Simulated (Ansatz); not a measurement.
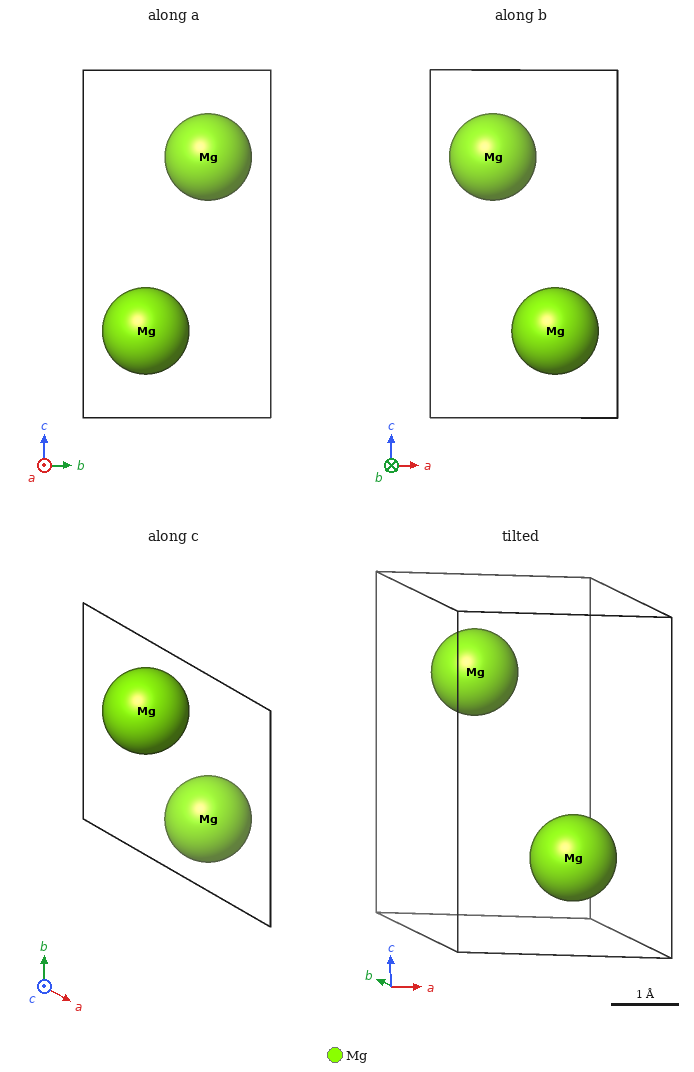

Shown here is a spheres-only view of the crystal, taken along the a axis, along the b axis, along the c axis and slightly off an axis. Atoms at the boundary of the unit cell (the box) are drawn once for each face, edge or corner they touch.

Lattice parameters: a = 3.2333 Å, b = 3.2350 Å, c = 5.2062 Å, α = 89.932°, β = 90.136°, γ = 119.983°.

### Turn the picture into a CIF in P1 with every atom of the cell.

```cif
data_structure
_symmetry_space_group_name_H-M 'P 1'
_symmetry_Int_Tables_number 1
_cell_length_a 3.2333
_cell_length_b 3.2350
_cell_length_c 5.2062
_cell_angle_alpha 89.932
_cell_angle_beta 90.136
_cell_angle_gamma 119.983
_cell_volume 47.17
loop_
_atom_site_label
_atom_site_type_symbol
_atom_site_fract_x
_atom_site_fract_y
_atom_site_fract_z
_atom_site_occupancy
Mg1 Mg 0.3332 0.6668 0.7500 1
Mg2 Mg 0.6663 0.3332 0.2500 1
```

Origin of the cell: a structure type filled with this element by a generator (whether the element takes this form wasn't checked). Earlier steps of the study may have refined or changed the cell and positions. It was run through Ansatz as a DFT input.
